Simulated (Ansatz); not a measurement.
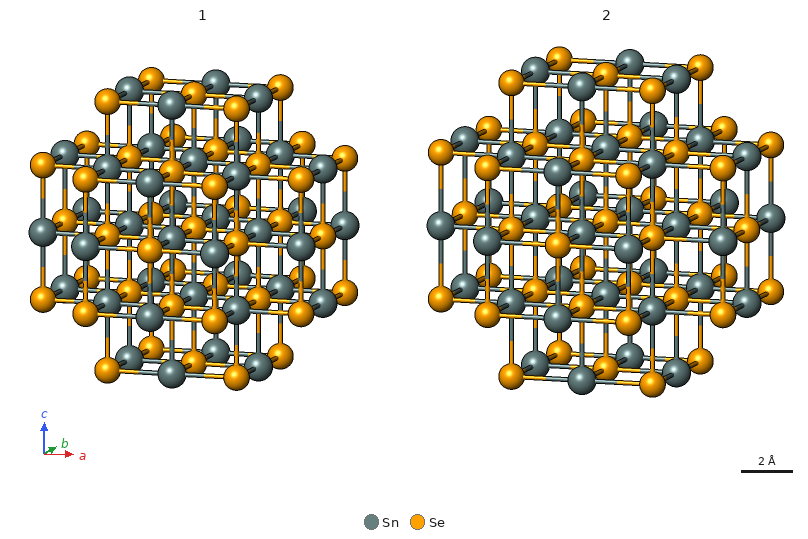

Two geometries of crystalline SnSe (built on the rocksalt type), drawn at one scale. One is the start of a relaxation, the other its converged end. The picture is a ball-and-stick view of the conventional cell (4 times the calculation's cell), seen slightly off an axis. Lengths and directions refer to the drawn axes.

Method: DFT, PBEsol, plane waves, PAW (Ansatz). Set-up: plane-wave cutoff 420 eV; k-point mesh 6 × 6 × 6; occupations fermi dirac; smearing width 0.03 eV; no spin polarisation; cell and atoms relaxed; force threshold 0.01 eV/Å; at most 120 steps.

Q: Which of the two is the end point?

A: Structure 2 is the relaxed one. Over 4 accepted moves (5 points after the start) the energy falls by 411 meV per atom. All forces vanish by symmetry, so only the cell relaxes. The pressure goes from 27.54 to 0.02 GPa. The SCF was repeated once at an unchanged geometry on a basis and grid sized afresh for the cell, which shifted the energy by 1.5 meV per atom at most. No atom moves by more than 0.005 Å relative to the cell. Cell: a = b = c 5.429 → 5.932 Å (+9.3 %). Volume +30.5 %. Near-neighbour distances that change, for instance: Se–Sn 2.714 → 2.966 Å. The space group stays Fm-3m (No. 225).
